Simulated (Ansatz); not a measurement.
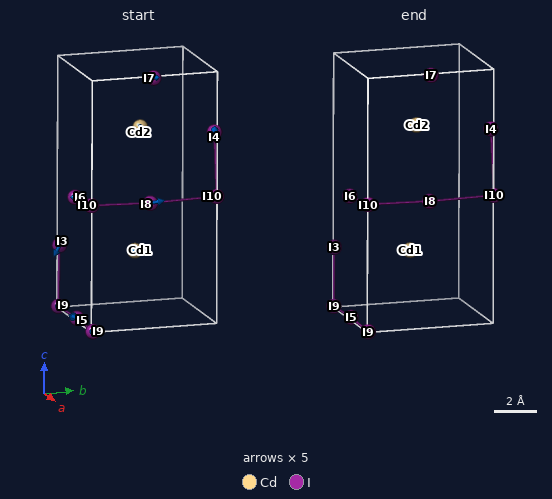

The structure of a crystal of CdI4 (a generated structure, set up in P1) (coarse preliminary run) before (left) and after (right) a relaxation, at one scale. The blue arrows give the displacements (the part carried along by the change of the cell is left out), magnified 5 times.

Style: ball-and-stick. Shown: the cell of the calculation, slightly off an axis.

Method: DFT PBE, scalar-relativistic, plane waves, PAW in Ansatz. Set-up: plane-wave cutoff 420 eV; k-point mesh 4 × 4 × 2; occupations gaussian; smearing width 0.2 eV; no spin polarisation; cell and atoms relaxed; force threshold 0.025 eV/Å; at most 60 steps.

**Describe what moved and what it gained.**

The run was cut off at its time limit before the relaxation converged, so the last structure is only a point on the way. After 1 geometry step the energy has fallen by 29.1 meV per atom. The largest force component goes from 0.85 to 0.5 eV/Å. The pressure goes from 0.43 to 0.17 GPa. The largest move relative to the cell is that of I8, 0.15 Å roughly along +b. By element the largest moves are I 0.15 Å, Cd 0.06 Å. The volume changes by +1.1 %, with a 6.074 → 6.054 Å (−0.3 %), b 6.364 → 6.394 Å (+0.5 %), c 12.536 → 12.656 Å (+1.0 %). Some distances before and after: I3–I10 3.201 → 3.347 Å, I8–I10 2.971 → 3.092 Å, I4–I10 3.252 → 3.360 Å, I5–I9 3.161 → 3.061 Å. Bond angles that change, for instance: I3–I10–I8 87.8° → 90.0°, I5–I9–I7 86.6° → 88.9°, I5–I9–I7 91.0° → 89.0°. The space group stays P1 (No. 1).
